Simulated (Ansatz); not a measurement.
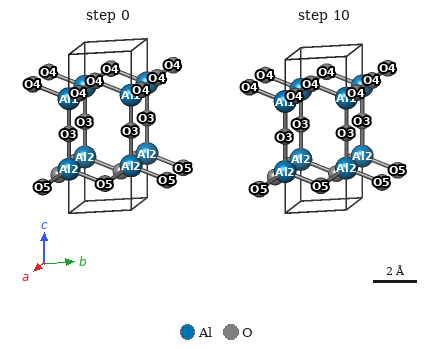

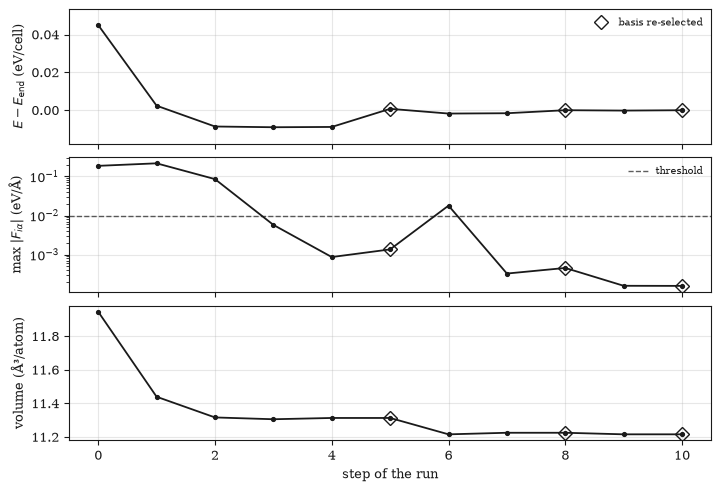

First and last geometry of a relaxation of solid Al2O3 (set up in P-3m1), with the history of the run. A ball-and-stick model of the cell of the calculation, seen slightly off an axis.

The run lets cell and atoms move.

These are results of Ansatz 0.2.0, Kohn-Sham DFT of a periodic cell, PBEsol with D3(BJ), Ansatz PAW, not measurements.

Input file:
```yaml
crystal:
  lattice:
    - [3.017482544, 0.0, 0.0]
    - [-1.508741272, 2.6132165386, 0.0]
    - [0.0, 0.0, 7.5746360022]
  atoms:
    - { symbol: Al, position: [0.0, 0.0, 0.722049] }
    - { symbol: Al, position: [0.0, 0.0, 0.277951] }
    - { symbol: O, position: [0.0, 0.0, 0.5] }
    - { symbol: O, position: [0.6666666667, 0.3333333333, 0.800546] }
    - { symbol: O, position: [0.3333333333, 0.6666666667, 0.199454] }
hamiltonian:
  xc: pbesol
  pseudopotentials: { kind: paw }
  dispersion: d3bj
kpoints:
  mp_grid: { grid: [10, 10, 4] }
scf:
  occupations: { method: fermi_dirac, width: 0.05 }
output:
  forces: true
  stress: true
  eigenvalues: true
relax:
  f_tol: 0.01
  max_steps: 40
  cell: { stress_tol: 0.05 }
```

Launched with:
```bash
ansatz run input.yaml --threads 2 --pin off --max-ram 5632MiB --backend cpu --events-out ev --progress --plain --runs-dir out
```

What do the curves and the structures tell?

Answer. It converged. The energy falls by 45.0 meV per cell of the calculation in 7 accepted moves (10 points after the start). The largest force component goes from 0.19 to 0.00016 eV/Å. The pressure goes from −5.60 to 0.00 GPa. The SCF was repeated 3 times at an unchanged geometry on a basis and grid sized afresh for the cell, which shifted the energy by 9.6 meV per cell of the calculation at most. The largest moves relative to the cell, 0.065 Å, are those of O4 and O5. O5 goes along −c. By element the largest moves are O 0.065 Å, Al 0.044 Å. The volume changes by −6.1 %, with a = b 3.017 → 2.975 Å (−1.4 %), c 7.575 → 7.314 Å (−3.4 %). Some distances before and after: Al1–O4 1.841 → 1.818 Å, Al1–O3 1.682 → 1.668 Å. The space group stays P-3m1 (No. 164). The run took 14 s on 2 threads of Arm Neoverse V2 (shared host), peak memory 0.35 GiB.

| step | E − E(0), meV/atom | largest force component, eV/Å | pressure, GPa | volume, Å³/atom | note |
| --- | --- | --- | --- | --- | --- |
| 0 | 0.00 | 0.1866 | -5.60 | 11.946 |  |
| 1 | -8.52 | 0.2165 | -2.75 | 11.439 |  |
| 2 | -10.72 | 0.0854 | 0.16 | 11.316 |  |
| 3 | -10.80 | 0.0058 | 0.01 | 11.306 |  |
| 4 | -10.77 | 0.0009 | -0.01 | 11.313 |  |
| 5 | -8.85 | 0.0014 | -0.35 | 11.313 | same geometry, new basis |
| 6 | -9.35 | 0.0179 | 0.03 | 11.216 |  |
| 7 | -9.32 | 0.0003 | 0.00 | 11.225 |  |
| 8 | -9.00 | 0.0005 | -0.03 | 11.225 | same geometry, new basis |
| 9 | -9.04 | 0.0002 | 0.00 | 11.216 |  |
| 10 | -9.00 | 0.0002 | 0.00 | 11.216 | same geometry, new basis |
